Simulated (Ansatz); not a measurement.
**Geometry relaxation, with input and output: In2O3 (part 3 of 3)**

Continued. System: In2O3 (Ia-3, 40 atoms in the cell). Method: DFT PBE, scalar-relativistic, plane waves, PAW, PAW set soft_1, no spin polarisation (Ansatz 0.2.0); cutoff 420 eV, 4×4×4 k-mesh, Gaussian smearing of 0.02 eV. The structure derives from an entry of the Crystallography Open Database.

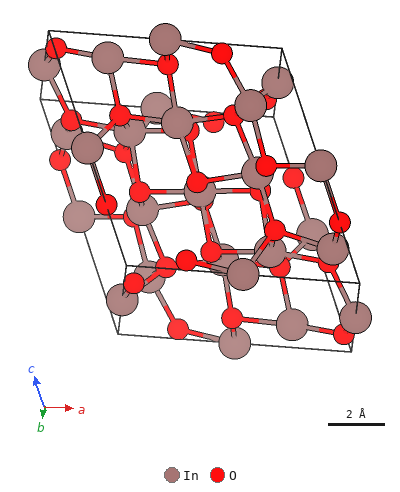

Figure 1. The geometry at step 2 of the log (ball-and-stick view of the cell of the calculation, seen at an oblique angle).

What the program printed, continued
```
  k-point 7: bands = ["-8.9759", "-8.9759", "-8.9759", "-8.8772", "-8.8772", "-8.8772", "-8.7483", "-8.7483", "-8.7483", "-8.7371", "-8.4819", "-8.4819", "-8.4622", "-8.4622", "-8.4596", "-8.4596", "-8.4596", "-8.3608", "-8.3608", "-8.3608", "-8.2536", "-8.2444", "-8.2444", "-8.2444", "-4.2678", "-4.2678", "-4.2460", "-4.2460", "-4.2460", "-4.2303", "-4.2303", "-4.2303", "-4.1883", "-4.1646", "-4.1646", "-4.1646", "-4.1636", "-4.1636", "-4.1636", "-4.1490",
      "-4.1490", "-4.1387", "-4.1387", "-4.1387", "-4.1255", "-4.1255", "-4.1255", "-4.1190", "-4.0909", "-4.0909", "-4.0909", "-4.0897", "-4.0897", "-4.0828", "-4.0828", "-4.0828", "-4.0064", "-4.0064", "-4.0064", "-3.9886", "-3.9886", "-3.9886", "-3.9844", "-3.9844", "-3.9844", "-3.9711", "-3.9711", "-3.9711", "-3.9692", "-3.9548", "-3.9548", "-3.9548", "-3.8861", "-3.8861", "-3.8861", "-3.8816", "-3.8816", "-3.8816", "-3.8736", "-3.8736",
      "-3.8682", "-3.8649", "-3.8649", "-3.8649", "-3.8566", "-3.8566", "-3.8566", "-3.8324", "-3.8324", "-3.8324", "-3.4594", "-3.4594", "-3.3734", "-3.3734", "-3.2947", "-3.2947", "-3.2947", "-3.2477", "-3.2449", "-3.2449", "-3.2449", "-3.1136", "-3.1136", "-3.1136", "2.9224", "2.9224", "2.9224", "3.1822", "3.1822", "3.1822", "3.8137", "3.8137", "3.8137", "3.8326", "4.4393", "4.5341", "4.5341", "4.5341", "4.6122", "4.6122",
      "4.6122", "4.6543", "4.6543", "4.6543", "4.9114", "4.9114", "4.9114", "5.1790", "5.3791", "5.3791", "5.3791", "5.5266", "5.6760", "5.6760", "5.9368", "5.9368", "6.0820", "6.0820", "6.0820", "6.3801", "6.3801", "6.3801", "6.4811", "6.4811", "6.5407", "6.5407", "6.5407", "6.7816", "6.7816", "6.7816", "6.8768", "6.8768", "6.8768", "6.9580", "6.9580", "7.3363", "7.3363", "7.3363", "7.4546", "7.4546",
      "7.5222", "7.6884", "7.6884", "7.6884", "7.8686", "7.8686", "7.8686", "7.8742", "7.8742", "7.8745", "7.8745", "7.8745", "7.9006", "7.9006", "7.9006", "7.9647", "12.0003", "12.0003", "12.0003", "12.0263", "12.0263", "12.0263", "13.4416", "13.4416", "13.4416", "13.6691", "14.4585", "14.4585", "14.4585", "14.5855", "14.7966", "14.7966", "14.7966", "14.9680", "14.9680", "14.9680", "16.0821", "16.0853", "16.1516", "16.1516",
      "16.1516", "16.3234", "16.3234", "16.3234", "17.0157", "17.0157", "17.0157", "17.4209", "17.4209", "17.4209", "17.4663", "17.4663", "17.5137", "17.5137", "17.6621", "17.6621"]
--- Relaxed structure (2 steps of the walk, 2 accepted, 1 SCFs on fresh bases) ---
  F+E_penalty+E_count = -103188.24332192 eV   max|allowed force component| = 2.437e-3 eV/Å   (the final SCF, on the basis selected at the relaxed cell)
  cell:  # Å, volume = 544.6022 Å³
    - [-5.144460163803251, 5.144460163803251, 5.144460163803251]
    - [5.144460163803251, -5.144460163803251, 5.144460163803251]
    - [5.144460163803251, 5.144460163803251, -5.144460163803251]
  atoms:
    - { symbol: In, position: [0.25, 0.21617304532636605, 0.966173045326366] }
    - { symbol: In, position: [0.75, 0.2838269546736338, 0.533826954673634] }
    - { symbol: In, position: [0.966173045326366, 0.24999999999999994, 0.216173045326366] }
    - { symbol: In, position: [0.533826954673634, 0.75, 0.28382695467363384] }
    - { symbol: In, position: [0.216173045326366, 0.966173045326366, 0.24999999999999994] }
    - { symbol: In, position: [0.2838269546736338, 0.533826954673634, 0.75] }
    - { symbol: In, position: [0.75, 0.7838269546736338, 0.03382695467363388] }
    - { symbol: In, position: [0.25000000000000006, 0.7161730453263659, 0.46617304532636605] }
    - { symbol: In, position: [0.03382695467363384, 0.75, 0.7838269546736338] }
    - { symbol: In, position: [0.4661730453263661, 0.25, 0.7161730453263659] }
    - { symbol: In, position: [0.7838269546736338, 0.03382695467363384, 0.75] }
    - { symbol: In, position: [0.7161730453263659, 0.46617304532636605, 0.24999999999999997] }
    - { symbol: In, position: [0.5, 0.5, 0.5] }
    - { symbol: In, position: [0.5, 0.0, 0.0] }
    - { symbol: In, position: [0.0, 0.5, 0.0] }
    - { symbol: In, position: [0.0, 0.0, 0.5] }
    - { symbol: O, position: [0.5368797684844152, 0.7721189178624138, 0.5441936117108797] }
    - { symbol: O, position: [0.727925306151534, 0.9926861567735353, 0.9558063882891201] }
    - { symbol: O, position: [0.9631202315155847, 0.5073138432264646, 0.23523914937799856] }
    - { symbol: O, position: [0.7720746938484658, 0.7278810821375861, 0.26476085062200133] }
    - { symbol: O, position: [0.5441936117108797, 0.5368797684844152, 0.7721189178624138] }
    - { symbol: O, position: [0.9558063882891201, 0.7279253061515341, 0.9926861567735354] }
    - { symbol: O, position: [0.23523914937799856, 0.9631202315155846, 0.5073138432264644] }
    - { symbol: O, position: [0.2647608506220013, 0.7720746938484658, 0.7278810821375861] }
    - { symbol: O, position: [0.7721189178624139, 0.5441936117108797, 0.5368797684844152] }
    - { symbol: O, position: [0.9926861567735354, 0.9558063882891201, 0.7279253061515341] }
    - { symbol: O, position: [0.5073138432264644, 0.23523914937799856, 0.9631202315155846] }
    - { symbol: O, position: [0.7278810821375861, 0.2647608506220013, 0.7720746938484658] }
    - { symbol: O, position: [0.4631202315155848, 0.2278810821375862, 0.45580638828912023] }
    - { symbol: O, position: [0.2720746938484659, 0.007313843226464542, 0.04419361171087974] }
    - { symbol: O, position: [0.036879768484415154, 0.4926861567735355, 0.7647608506220014] }
    - { symbol: O, position: [0.22792530615153406, 0.27211891786241377, 0.7352391493779986] }
    - { symbol: O, position: [0.45580638828912023, 0.4631202315155848, 0.2278810821375862] }
    - { symbol: O, position: [0.04419361171087974, 0.2720746938484659, 0.007313843226464542] }
    - { symbol: O, position: [0.7647608506220014, 0.03687976848441521, 0.4926861567735355] }
    - { symbol: O, position: [0.7352391493779985, 0.227925306151534, 0.27211891786241377] }
    - { symbol: O, position: [0.2278810821375862, 0.45580638828912023, 0.4631202315155848] }
    - { symbol: O, position: [0.007313843226464556, 0.04419361171087971, 0.2720746938484659] }
    - { symbol: O, position: [0.4926861567735354, 0.7647608506220013, 0.036879768484415154] }
    - { symbol: O, position: [0.27211891786241377, 0.7352391493779986, 0.22792530615153406] }
```

Trajectory as extended XYZ (Å, eV, eV/Å), 3 frames, from step=1 to step=3
```
40
Lattice="-5.1421 5.1421 5.1421 5.1421 -5.1421 5.1421 5.1421 5.1421 -5.1421" Properties=species:S:1:pos:R:3:forces:R:3 step=1 energy=-103188.24319 pressure_GPa=0.17
In    4.7938    5.1421   -2.5710    0.0005   0.0000   0.0000
In    0.3483    5.1421    2.5710   -0.0005   0.0000   0.0000
In   -2.5710    4.7938    5.1421    0.0000   0.0005   0.0000
In    2.5710    0.3483    5.1421    0.0000  -0.0005   0.0000
In    5.1421   -2.5710    4.7938    0.0000   0.0000   0.0005
In    5.1421    2.5710    0.3483    0.0000   0.0000  -0.0005
In    0.3483    0.0000    7.7131   -0.0005   0.0000   0.0000
In    4.7938    0.0000    2.5710    0.0005   0.0000   0.0000
In    7.7131    0.3483    0.0000    0.0000  -0.0005   0.0000
In    2.5710    4.7938    0.0000    0.0000   0.0005   0.0000
In    0.0000    7.7131    0.3483    0.0000   0.0000  -0.0005
In    0.0000    2.5710    4.7938    0.0000   0.0000   0.0005
In    2.5710    2.5710    2.5710    0.0000   0.0000   0.0000
In   -2.5710    2.5710    2.5710    0.0000   0.0000   0.0000
In    2.5710   -2.5710    2.5710    0.0000   0.0000   0.0000
In    2.5710    2.5710   -2.5710    0.0000   0.0000   0.0000
O     4.0083    1.5892    3.9323   -0.0003  -0.0019   0.0052
O     6.2759    3.5529    3.9323    0.0003   0.0019   0.0052
O    -1.1338    3.5529    6.3519   -0.0003   0.0019  -0.0052
O     1.1338    1.5892    6.3519    0.0003  -0.0019  -0.0052
O     3.9323    4.0083    1.5892    0.0052  -0.0003  -0.0019
O     3.9323    6.2759    3.5529    0.0052   0.0003   0.0019
O     6.3519   -1.1338    3.5529   -0.0052  -0.0003   0.0019
O     6.3519    1.1338    1.5892   -0.0052   0.0003  -0.0019
O     1.5892    3.9323    4.0083   -0.0019   0.0052  -0.0003
O     3.5529    3.9323    6.2759    0.0019   0.0052   0.0003
O     3.5529    6.3519   -1.1338    0.0019  -0.0052  -0.0003
O     1.5892    6.3519    1.1338   -0.0019  -0.0052   0.0003
O     1.1338    3.5529    1.2098    0.0003   0.0019  -0.0052
O    -1.1338    1.5892    1.2098   -0.0003  -0.0019  -0.0052
O     6.2759    1.5892   -1.2098    0.0003  -0.0019   0.0052
O     4.0083    3.5529   -1.2098   -0.0003   0.0019   0.0052
O     1.2098    1.1338    3.5529   -0.0052   0.0003   0.0019
O     1.2098   -1.1338    1.5892   -0.0052  -0.0003  -0.0019
O    -1.2098    6.2759    1.5892    0.0052   0.0003  -0.0019
O    -1.2098    4.0083    3.5529    0.0052  -0.0003   0.0019
O     3.5529    1.2098    1.1338    0.0019  -0.0052   0.0003
O     1.5892    1.2098   -1.1338   -0.0019  -0.0052  -0.0003
O     1.5892   -1.2098    6.2759   -0.0019   0.0052   0.0003
O     3.5529   -1.2098    4.0083    0.0019   0.0052  -0.0003
40
Lattice="-5.1445 5.1445 5.1445 5.1445 -5.1445 5.1445 5.1445 5.1445 -5.1445" Properties=species:S:1:pos:R:3:forces:R:3 step=2 energy=-103188.24205 pressure_GPa=-0.02
In    4.7964    5.1445   -2.5722   -0.0023   0.0000   0.0000
In    0.3480    5.1445    2.5722    0.0023   0.0000   0.0000
In   -2.5722    4.7964    5.1445    0.0000  -0.0023   0.0000
In    2.5722    0.3480    5.1445    0.0000   0.0023   0.0000
In    5.1445   -2.5722    4.7964    0.0000   0.0000  -0.0023
In    5.1445    2.5722    0.3480    0.0000   0.0000   0.0023
In    0.3480    0.0000    7.7167    0.0023   0.0000   0.0000
In    4.7964    0.0000    2.5722   -0.0023   0.0000   0.0000
In    7.7167    0.3480    0.0000    0.0000   0.0023   0.0000
In    2.5722    4.7964    0.0000    0.0000  -0.0023   0.0000
In    0.0000    7.7167    0.3480    0.0000   0.0000   0.0023
In    0.0000    2.5722    4.7964    0.0000   0.0000  -0.0023
In    2.5722    2.5722    2.5722    0.0000   0.0000   0.0000
In   -2.5722    2.5722    2.5722    0.0000   0.0000   0.0000
In    2.5722   -2.5722    2.5722    0.0000   0.0000   0.0000
In    2.5722    2.5722   -2.5722    0.0000   0.0000   0.0000
O     4.0098    1.5894    3.9345   -0.0008   0.0024   0.0016
O     6.2792    3.5551    3.9345    0.0008  -0.0024   0.0016
O    -1.1347    3.5551    6.3544   -0.0008  -0.0024  -0.0016
O     1.1347    1.5894    6.3544    0.0008   0.0024  -0.0016
O     3.9345    4.0098    1.5894    0.0016  -0.0008   0.0024
O     3.9345    6.2792    3.5551    0.0016   0.0008  -0.0024
O     6.3544   -1.1347    3.5551   -0.0016  -0.0008  -0.0024
O     6.3544    1.1347    1.5894   -0.0016   0.0008   0.0024
O     1.5894    3.9345    4.0098    0.0024   0.0016  -0.0008
O     3.5551    3.9345    6.2792   -0.0024   0.0016   0.0008
O     3.5551    6.3544   -1.1347   -0.0024  -0.0016  -0.0008
O     1.5894    6.3544    1.1347    0.0024  -0.0016   0.0008
O     1.1347    3.5551    1.2100    0.0008  -0.0024  -0.0016
O    -1.1347    1.5894    1.2100   -0.0008   0.0024  -0.0016
O     6.2792    1.5894   -1.2100    0.0008   0.0024   0.0016
O     4.0098    3.5551   -1.2100   -0.0008  -0.0024   0.0016
O     1.2100    1.1347    3.5551   -0.0016   0.0008  -0.0024
O     1.2100   -1.1347    1.5894   -0.0016  -0.0008   0.0024
O    -1.2100    6.2792    1.5894    0.0016   0.0008   0.0024
O    -1.2100    4.0098    3.5551    0.0016  -0.0008  -0.0024
O     3.5551    1.2100    1.1347   -0.0024  -0.0016   0.0008
O     1.5894    1.2100   -1.1347    0.0024  -0.0016  -0.0008
O     1.5894   -1.2100    6.2792    0.0024   0.0016   0.0008
O     3.5551   -1.2100    4.0098   -0.0024   0.0016  -0.0008
40
Lattice="-5.1445 5.1445 5.1445 5.1445 -5.1445 5.1445 5.1445 5.1445 -5.1445" Properties=species:S:1:pos:R:3:forces:R:3 step=3 energy=-103188.24332 pressure_GPa=-0.02
In    4.7964    5.1445   -2.5722   -0.0024   0.0000   0.0000
In    0.3480    5.1445    2.5722    0.0024   0.0000   0.0000
In   -2.5722    4.7964    5.1445    0.0000  -0.0024   0.0000
In    2.5722    0.3480    5.1445    0.0000   0.0024   0.0000
In    5.1445   -2.5722    4.7964    0.0000   0.0000  -0.0024
In    5.1445    2.5722    0.3480    0.0000   0.0000   0.0024
In    0.3480    0.0000    7.7167    0.0024   0.0000   0.0000
In    4.7964    0.0000    2.5722   -0.0024   0.0000   0.0000
In    7.7167    0.3480    0.0000    0.0000   0.0024   0.0000
In    2.5722    4.7964    0.0000    0.0000  -0.0024   0.0000
In    0.0000    7.7167    0.3480    0.0000   0.0000   0.0024
In    0.0000    2.5722    4.7964    0.0000   0.0000  -0.0024
In    2.5722    2.5722    2.5722    0.0000   0.0000   0.0000
In   -2.5722    2.5722    2.5722    0.0000   0.0000   0.0000
In    2.5722   -2.5722    2.5722    0.0000   0.0000   0.0000
In    2.5722    2.5722   -2.5722    0.0000   0.0000   0.0000
O     4.0098    1.5894    3.9345   -0.0008   0.0024   0.0016
O     6.2792    3.5551    3.9345    0.0008  -0.0024   0.0016
O    -1.1347    3.5551    6.3544   -0.0008  -0.0024  -0.0016
O     1.1347    1.5894    6.3544    0.0008   0.0024  -0.0016
O     3.9345    4.0098    1.5894    0.0016  -0.0008   0.0024
O     3.9345    6.2792    3.5551    0.0016   0.0008  -0.0024
O     6.3544   -1.1347    3.5551   -0.0016  -0.0008  -0.0024
O     6.3544    1.1347    1.5894   -0.0016   0.0008   0.0024
O     1.5894    3.9345    4.0098    0.0024   0.0016  -0.0008
O     3.5551    3.9345    6.2792   -0.0024   0.0016   0.0008
O     3.5551    6.3544   -1.1347   -0.0024  -0.0016  -0.0008
O     1.5894    6.3544    1.1347    0.0024  -0.0016   0.0008
O     1.1347    3.5551    1.2100    0.0008  -0.0024  -0.0016
O    -1.1347    1.5894    1.2100   -0.0008   0.0024  -0.0016
O     6.2792    1.5894   -1.2100    0.0008   0.0024   0.0016
O     4.0098    3.5551   -1.2100   -0.0008  -0.0024   0.0016
O     1.2100    1.1347    3.5551   -0.0016   0.0008  -0.0024
O     1.2100   -1.1347    1.5894   -0.0016  -0.0008   0.0024
O    -1.2100    6.2792    1.5894    0.0016   0.0008   0.0024
O    -1.2100    4.0098    3.5551    0.0016  -0.0008  -0.0024
O     3.5551    1.2100    1.1347   -0.0024  -0.0016   0.0008
O     1.5894    1.2100   -1.1347    0.0024  -0.0016  -0.0008
O     1.5894   -1.2100    6.2792    0.0024   0.0016   0.0008
O     3.5551   -1.2100    4.0098   -0.0024   0.0016  -0.0008
```

Results in brief

```tsv
quantity	value
outcome	converged
space group (tolerance 0.01 Å)	Ia-3 (206)
electrons treated	352
free energy	−103188.2433 eV
Fermi energy	8.574 eV
gap on the k-point mesh	0.94 eV
pressure	−0.02 GPa
final volume	544.60 Å³
largest force (length of the vector) at the end	0.003 eV/Å
final cell	a = 8.910 Å, b = 8.910 Å, c = 8.910 Å, α = 109.47°, β = 109.47°, γ = 109.47°
hardware	8 threads of Intel Xeon Gold (Sapphire Rapids), 64 GiB of memory available, shared host
wall time	21 s (CPU time 2.4 min)
peak memory	3.9 GiB
```
